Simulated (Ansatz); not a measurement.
C$_{62}$N (cell charge −1, with a compensating background) (cell with a defect), 63 atoms, a = 7.14 Å, b = 7.14 Å, c = 7.14 Å, α = 90.00°, β = 90.00°, γ = 90.00°.

PAW files of the earlier set (soft_1).

Method: DFT PBE-D3(BJ), scalar-relativistic, plane waves, PAW in Ansatz.

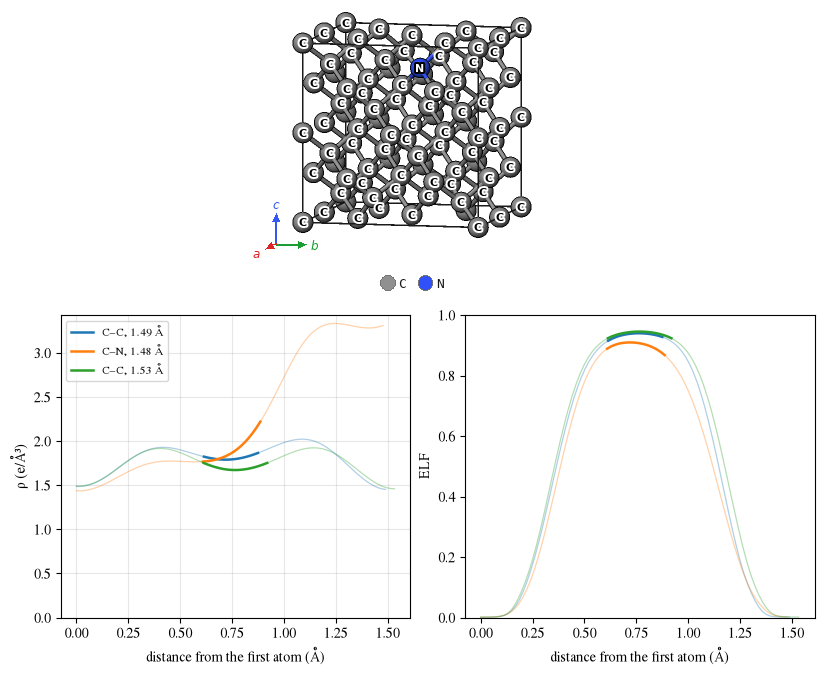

C$_{62}$N (cell charge −1, with a compensating background) (cell with a defect). Valence electron density and electron localisation function along straight lines between neighbouring atoms. Thin, pale parts lie inside the atomic spheres. The structure is drawn too.

Core electrons are frozen (PAW), and the valence fields are smoothed inside the atomic spheres.

Compare the contacts.

C–C (1.49 Å): ρ at the midpoint is about 1.8 e/Å³; the ELF peaks at about 0.95 between the atoms (localised, covalent bonding).
C–N (1.48 Å): ρ is about 1.9 e/Å³ halfway; the ELF peaks at about 0.90 between the atoms: a covalent bond.
C–C (1.53 Å): ρ at the midpoint is about 1.7 e/Å³; the ELF peaks at about 0.95 between the atoms: a shared electron pair.
